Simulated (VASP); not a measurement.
**Geometry relaxation of C (part 2 of 2)**

C (Fd-3m, 2 atoms in the cell); Kohn-Sham DFT of a periodic cell, PBE, VASP PAW PBE potentials, recommended, no spin polarisation (VASP 6.6.1); cutoff 520 eV, 14×14×14 k-mesh, Gaussian smearing of 0.02 eV. The structure derives from an entry of the Crystallography Open Database.

Geometry of the input (Å; fractional positions):
```
0.0000  1.7834  1.7834
1.7834  0.0000  1.7834
1.7834  1.7834  0.0000
C  0.0000  0.0000  0.0000
C  0.2500  0.2500  0.2500
```

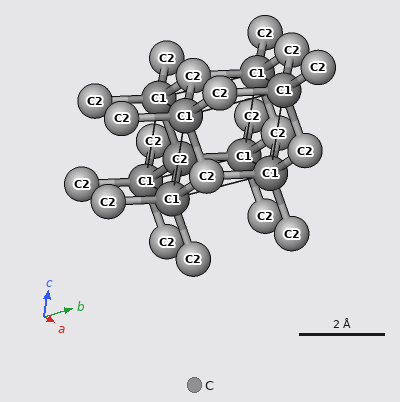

The geometry at step 1 of the log (ball-and-stick view of the cell of the calculation, seen slightly off an axis; neighbours outside the cell are drawn fainter; atoms are numbered from 1 in the order of the input).

## Parts of OUTCAR, continued
```
   k-points           NKPTS =    104   k-points in BZ     NKDIM =    104   number of bands    NBANDS=      8
   number of dos      NEDOS =    301   number of ions     NIONS =      2
   total plane-waves  NPLWV =   8000
   dimension x,y,z NGX =    20 NGY =   20 NGZ =   20
   dimension x,y,z NGXF=    40 NGYF=   40 NGZF=   40
   ions per type =               2
   NGX,Y,Z   is equivalent  to a cutoff of  13.18, 13.18, 13.18 a.u.
   NGXF,Y,Z  is equivalent  to a cutoff of  26.37, 26.37, 26.37 a.u.
 SYSTEM =  unknown system
   PREC   = accura    normal or accurate (medium, high low for compatibility)
   ISTART =      0    job   : 0-new  1-cont  2-samecut
   ICHARG =      2    charge: 1-file 2-atom 10-const
   ISPIN  =      1    spin polarized calculation?
   LNONCOLLINEAR =      F non collinear calculations
   LSORBIT =      F    spin-orbit coupling
   LASPH  =      T    aspherical Exc in radial PAW
   ENCUT  =  520.0 eV  38.22 Ry    6.18 a.u.   4.69  4.69  4.69*2*pi/ulx,y,z
   NELM   =     60;   NELMIN=  2; NELMDL= -5     # of ELM steps
   EDIFF  = 0.1E-06   stopping-criterion for ELM
   LREAL  =      F    real-space projection
   EDIFFG = -.2E-02   stopping-criterion for IOM
   NSW    =     80    number of steps for IOM
   IBRION =      2    ionic relax: 0-MD 1-quasi-New 2-CG
   NFREE  =      1    steps in history (QN), initial steepest desc. (CG)
   ISIF   =      3    stress and relaxation
   ISYM   =      2    0-nonsym 1-usesym 2-fastsym
   POTIM  = 0.5000    time-step for ionic-motion
   TEBEG  =    0.0;   TEEND  =   0.0 temperature during run
   PSTRESS=    0.0 pullay stress
   NELECT =       8.0000    total number of electrons
   NUPDOWN=      -1.0000    fix difference up-down
   EMIN   =  10.00;   EMAX   =-10.00  energy-range for DOS
   EFERMI =   0.00;   METHOD = LEGACY
   ISMEAR =     0;   SIGMA  =   0.02  broadening in eV -4-tet -1-fermi 0-gaus
   EFERMI_NEDOS =   21; number of points for ismear=-14 and -15
   IALGO  =     38    algorithm
   IMIX   =      4    mixing-type and parameters
     AMIX     =   0.40;   BMIX     =  1.00
     AMIX_MAG =   1.60;   BMIX_MAG =  1.00
  volume/ion in A,a.u.               =       5.67        38.28
  Fermi-wavevector in a.u.,A,eV,Ry     =   1.457203  2.753714 28.891161  2.123440
  Thomas-Fermi vector in A             =   2.574032
   LORBIT       =      0    0 simple, 1 ext, 2 COOP (PROOUT), +10 PAW based schemes
   GGA     = PE    functional components
   LHFCALC =     F    Hartree Fock is set to
   AEXX    =    0.0000 exact exchange contribution
   IVDW    =     0    specifies the selected vdW correction
   LEPSILON=     F    determine dielectric tensor
   LRPA    =     F    only Hartree local field effects (RPA)
 conjugate gradient relaxation of ions
 non-spin polarized calculation
 Gauss-broadening in eV      SIGMA  =   0.02
  energy-cutoff  :      520.00
  volume of cell :       11.34
 maximum number of plane-waves:       316
   NGX =  9   NGY =  9   NGZ =  9

--------------------------------------- Ionic step        1  -------------------------------------------

 number of electron       7.9999999 magnetization

 Free energy of the ion-electron system (eV)
  ---------------------------------------------------
  ext. energy  EPLUGINS =         0.00000000
  ---------------------------------------------------
  free energy    TOTEN  =       -18.18526904 eV

  energy without entropy =      -18.18526904  energy(sigma->0) =      -18.18526904

------------------------ aborting loop because EDIFF is reached ----------------------------------------

  FORCE on cell =-STRESS in cart. coord.  units (eV):
  Direction    XX          YY          ZZ          XY          YZ          ZX
  --------------------------------------------------------------------------------------
  -------------------------------------------------------------------------------------
  Total        0.1739383      0.1739383      0.1739383      0.0000000      0.0000000      0.0000000
  in kB       24.5669637     24.5669637     24.5669637      0.0000000      0.0000000      0.0000000
  external PRESSURE =      24.5669637 kB  Pullay stress =       0.0000000 kB

 VOLUME and BASIS-vectors are now :
 -----------------------------------------------------------------------------
  energy-cutoff  :      520.00
  volume of cell :       11.34
      direct lattice vectors                 reciprocal lattice vectors
     0.000000000  1.783370000  1.783370000    -0.280368067  0.280368067  0.280368067
     1.783370000  0.000000000  1.783370000     0.280368067 -0.280368067  0.280368067
     1.783370000  1.783370000  0.000000000     0.280368067  0.280368067 -0.280368067

 POSITION                                       TOTAL-FORCE (eV/Angst)
 -----------------------------------------------------------------------------------
      0.00000      0.00000      0.00000        -0.000000     -0.000000     -0.000000
      0.89168      0.89168      0.89168         0.000000      0.000000      0.000000
 -----------------------------------------------------------------------------------
    total drift:                                0.000000      0.000000      0.000000

  FREE ENERGIE OF THE ION-ELECTRON SYSTEM (eV)
  ---------------------------------------------------
  free  energy   TOTEN  =       -18.1852690416 eV

  energy  without entropy=      -18.1852690416  energy(sigma->0) =      -18.18526904

--------------------------------------- Ionic step        2  -------------------------------------------

 number of electron       8.0000000 magnetization

------------------------ aborting loop because EDIFF is reached ----------------------------------------

  FORCE on cell =-STRESS in cart. coord.  units (eV):
  Direction    XX          YY          ZZ          XY          YZ          ZX
  --------------------------------------------------------------------------------------
  -------------------------------------------------------------------------------------
  Total       -0.2121948     -0.2121948     -0.2121948      0.0000000      0.0000000      0.0000000
  in kB      -29.5961950    -29.5961950    -29.5961950      0.0000000      0.0000000      0.0000000
  external PRESSURE =     -29.5961950 kB  Pullay stress =       0.0000000 kB

 VOLUME and BASIS-vectors are now :
 -----------------------------------------------------------------------------
  energy-cutoff  :      520.00
  volume of cell :       11.49
      direct lattice vectors                 reciprocal lattice vectors
    -0.000000000  1.790852348  1.790852348    -0.279196663  0.279196663  0.279196663
     1.790852348  0.000000000  1.790852348     0.279196663 -0.279196663  0.279196663
     1.790852348  1.790852348  0.000000000     0.279196663  0.279196663 -0.279196663

 POSITION                                       TOTAL-FORCE (eV/Angst)
 -----------------------------------------------------------------------------------
      3.58170      1.79085      1.79085        -0.000000     -0.000000     -0.000000
      0.89543      0.89543      0.89543         0.000000      0.000000      0.000000
 -----------------------------------------------------------------------------------
    total drift:                                0.000000      0.000000      0.000000

  FREE ENERGIE OF THE ION-ELECTRON SYSTEM (eV)
  ---------------------------------------------------
  free  energy   TOTEN  =       -18.1850146972 eV

  energy  without entropy=      -18.1850146972  energy(sigma->0) =      -18.18501470

--------------------------------------- Ionic step        3  -------------------------------------------

 number of electron       7.9999999 magnetization

 Free energy of the ion-electron system (eV)
  ---------------------------------------------------
  ext. energy  EPLUGINS =         0.00000000
  ---------------------------------------------------
  free energy    TOTEN  =       -18.18575485 eV

  energy without entropy =      -18.18575485  energy(sigma->0) =      -18.18575485

 E-fermi :   9.8348     XC(G=0): -13.2227     alpha+bet :-17.5714

 val. band max:        9.6490824521   @ k =   0.0000   0.0000   0.0000
 cond. band min:      13.7659572421   @ k =   0.3571   0.3571   0.0000
 fundamental gap:      4.1168747900
 Fermi energy:         9.8347945464

 k-point     1 :       0.0000    0.0000    0.0000
  band No.  band energies     occupation
      1     -11.7530      2.00000
      2       9.6491      2.00000
      3       9.6491      2.00000
      4       9.6491      2.00000
      5      15.2234      0.00000
      6      15.2234      0.00000
      7      15.2234      0.00000
      8      22.8527      0.00000

 k-point     2 :       0.0714    0.0000    0.0000
  band No.  band energies     occupation
      1     -11.6122      2.00000
      2       8.7197      2.00000
      3       9.4075      2.00000
      4       9.4075      2.00000
      5      15.5395      0.00000
      6      15.5395      0.00000
      7      15.7749      0.00000
      8      22.9773      0.00000

 k-point     3 :       0.1429    0.0000    0.0000
  band No.  band energies     occupation
      1     -11.1909      2.00000
      2       6.6844      2.00000
      3       8.8449      2.00000
      4       8.8449      2.00000
      5      16.2814      0.00000
      6      16.2814      0.00000
      7      16.7251      0.00000
      8      23.3421      0.00000

 k-point     4 :       0.2143    0.0000    0.0000
  band No.  band energies     occupation
      1     -10.4937      2.00000
      2       4.3022      2.00000
      3       8.2094      2.00000
      4       8.2094      2.00000
      5      17.0808      0.00000
      6      17.0808      0.00000
      7      17.4737      0.00000
      8      23.8905      0.00000

 k-point     5 :       0.2857    0.0000    0.0000
  band No.  band energies     occupation
      1      -9.5297      2.00000
      2       1.8786      2.00000
      3       7.6449      2.00000
      4       7.6449      2.00000
      5      17.6703      0.00000
      6      17.6704      0.00000
      7      17.9507      0.00000
      8      24.4890      0.00000

 [... the levels of 18 k-points are left out ...]

 k-point    24 :       0.2857    0.1429    0.0000
  band No.  band energies     occupation
      1      -9.7091      2.00000
      2       3.6532      2.00000
      3       6.3504      2.00000
      4       7.0623      2.00000
      5      15.5451      0.00000
      6      19.5693      0.00000
      7      19.6806      0.00000
      8      21.9823      0.00000

 [... further k-points ...]

------------------------ aborting loop because EDIFF is reached ----------------------------------------

  FORCE on cell =-STRESS in cart. coord.  units (eV):
  Direction    XX          YY          ZZ          XY          YZ          ZX
  --------------------------------------------------------------------------------------
  -------------------------------------------------------------------------------------
  Total        0.0007255      0.0007255      0.0007255     -0.0000000     -0.0000000      0.0000000
  in kB        0.1018932      0.1018932      0.1018932     -0.0000000     -0.0000000      0.0000000
  external PRESSURE =       0.1018932 kB  Pullay stress =       0.0000000 kB

 VOLUME and BASIS-vectors are now :
 -----------------------------------------------------------------------------
  energy-cutoff  :      520.00
  volume of cell :       11.41
      direct lattice vectors                 reciprocal lattice vectors
    -0.000000000  1.786709516  1.786709516    -0.279844035  0.279844035  0.279844035
     1.786709516  0.000000000  1.786709516     0.279844035 -0.279844035  0.279844035
     1.786709516  1.786709516  0.000000000     0.279844035  0.279844035 -0.279844035

 POSITION                                       TOTAL-FORCE (eV/Angst)
 -----------------------------------------------------------------------------------
     -0.00000      0.00000      0.00000        -0.000000     -0.000000     -0.000000
      0.89335      0.89335      0.89335         0.000000      0.000000      0.000000
 -----------------------------------------------------------------------------------
    total drift:                                0.000000      0.000000      0.000000

  FREE ENERGIE OF THE ION-ELECTRON SYSTEM (eV)
  ---------------------------------------------------
  free  energy   TOTEN  =       -18.1857548466 eV

  energy  without entropy=      -18.1857548466  energy(sigma->0) =      -18.18575485

 reached required accuracy - stopping structural energy minimisation
```

## CONTCAR
```
C
   1.00000000000000
    -0.0000000000000000    1.7867095160350839    1.7867095160350839
     1.7867095160350839    0.0000000000000000    1.7867095160350839
     1.7867095160350839    1.7867095160350839    0.0000000000000000
  C
     2
Direct
     0.0000000000000000    0.0000000000000000    0.0000000000000000
     0.2500000000000000    0.2500000000000000    0.2500000000000000

  0.00000000E+00  0.00000000E+00  0.00000000E+00
  0.00000000E+00  0.00000000E+00  0.00000000E+00
```

## Trajectory as extended XYZ (Å, eV, eV/Å), 3 frames, from step=0 to step=2
```
2
Lattice="0.0000 1.7834 1.7834 1.7834 0.0000 1.7834 1.7834 1.7834 0.0000" Properties=species:S:1:pos:R:3:forces:R:3 step=0 energy=-18.18527
C     0.0000    0.0000    0.0000    0.0000   0.0000   0.0000
C     0.8917    0.8917    0.8917    0.0000   0.0000   0.0000
2
Lattice="-0.0000 1.7909 1.7909 1.7909 0.0000 1.7909 1.7909 1.7909 0.0000" Properties=species:S:1:pos:R:3:forces:R:3 step=1 energy=-18.18501
C     3.5817    1.7909    1.7909    0.0000   0.0000   0.0000
C     0.8954    0.8954    0.8954    0.0000   0.0000   0.0000
2
Lattice="-0.0000 1.7867 1.7867 1.7867 0.0000 1.7867 1.7867 1.7867 0.0000" Properties=species:S:1:pos:R:3:forces:R:3 step=2 energy=-18.18575
C     0.0000    0.0000    0.0000    0.0000   0.0000   0.0000
C     0.8934    0.8934    0.8934    0.0000   0.0000   0.0000
```

## Summary

| quantity | value |
| --- | --- |
| outcome | converged |
| space group (tolerance 0.01 Å) | Fd-3m (227) |
| electrons treated | 8 |
| free energy | −18.1858 eV |
| gap on the k-point mesh | 4.12 eV |
| pressure | 0.01 GPa |
| final volume | 11.41 Å³ |
| largest force (length of the vector) at the end | under 0.001 eV/Å |
| final cell | a = 2.527 Å, b = 2.527 Å, c = 2.527 Å, α = 60.00°, β = 60.00°, γ = 60.00° |
| hardware | 4 threads of Intel Xeon (Sapphire Rapids), 176 GiB of memory available, shared host |
| wall time | 9.1 s (CPU time 26 s) |
| peak memory | 0.1 GiB |
